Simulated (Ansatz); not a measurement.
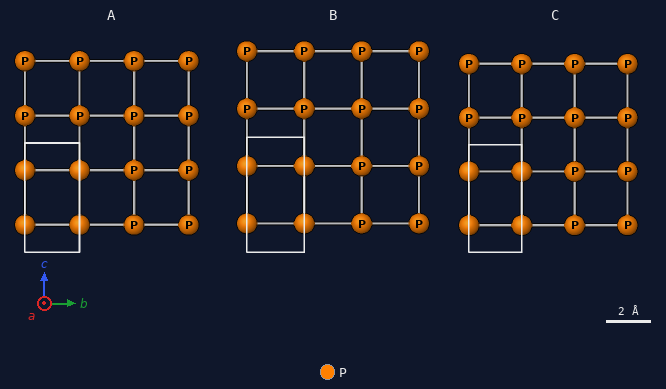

3 geometries from one relaxation of crystalline P (a generated structure, set up in Pmma) (coarse preliminary run), in shuffled order. The picture is a ball-and-stick view of the cell of the calculation, repeated 1 × 3 × 2 with one cell outlined, seen along the a axis.

Case: Bi → P on all its sites, cell and atoms relaxed.

Level of theory: Ansatz, DFT PBE, scalar-relativistic, plane waves, PAW. (plane-wave cutoff 420 eV; k-point mesh 8 × 8 × 4; occupations gaussian; smearing width 0.1 eV; no spin polarisation; cell and atoms relaxed; force threshold 0.05 eV/Å; at most 60 steps)

### Put them in the order of the run, from the start to the converged end.

B, A, C. They are steps 0, 1, 7, at +221 meV per atom, +32.7 meV per atom relative to the last. After 4 accepted moves (7 points after the start) the energy has fallen by 221 meV per atom. Largest force component: 0.0022 eV/Å at the start, under 0.0001 eV/Å at the end. The pressure goes from −13.97 to −0.16 GPa. The line search rejected the trial steps at points 2, 5 of the run. At 1 point the geometry stayed and the basis and grid were re-selected for the new cell (energy shift of 0.2 meV per atom at most each time). The atoms keep their places relative to the cell (all moves are under 0.005 Å). The volume changes by −20.4 %, with a 2.638 → 2.430 Å (−7.9 %), b 2.637 → 2.430 Å (−7.9 %), c 5.280 → 4.948 Å (−6.3 %). Among the contacts that change: P–P 2.637 → 2.430 Å, P–P 2.640 → 2.474 Å. The space group (tolerance 0.01 Å) goes from Pm-3m (No. 221) to P4/mmm (No. 123). The run took 15 s on 1 thread of Arm Neoverse V1 (shared host), peak memory 0.3 GiB.
